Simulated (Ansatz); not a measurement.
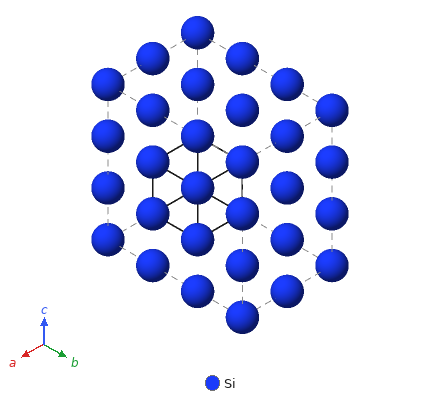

Si (Pm-3m, No. 221): a calculation's starting geometry; the starting structure was generated, so it need not be a known form of this composition.

```cif
data_structure
_symmetry_space_group_name_H-M 'P 1'
_symmetry_Int_Tables_number 1
_cell_length_a 2.5895
_cell_length_b 2.5895
_cell_length_c 2.5895
_cell_angle_alpha 90.000
_cell_angle_beta 90.000
_cell_angle_gamma 90.000
_cell_volume 17.36
loop_
_atom_site_label
_atom_site_type_symbol
_atom_site_fract_x
_atom_site_fract_y
_atom_site_fract_z
_atom_site_occupancy
Si1 Si 0.00000 0.00000 0.00000 1
```

### What will a HAADF-like image along [111] show? Simulated incoherent Z contrast: every atom adds Z^1.7 spread by a probe of 1.30 Å full width; channelling and multiple scattering are left out. The probe carries 15 % of its weight in a tail 2.5 times as wide. A slight drift was added.

The columns repeat on a hexagonal net with a repeat of 2.11 Å (plane group p6mm). All columns are alike (Si). The shortest distance between visible columns is 2.11 Å in projection. Along the beam the structure repeats every 4.49 Å.

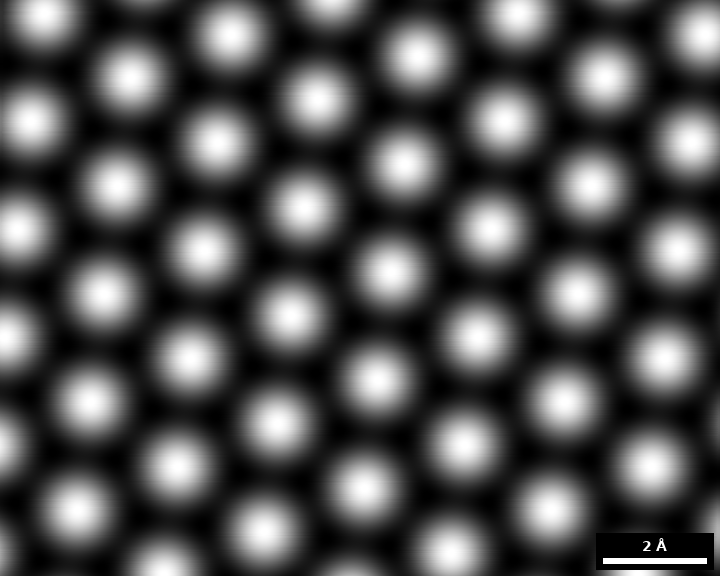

The simulated image.
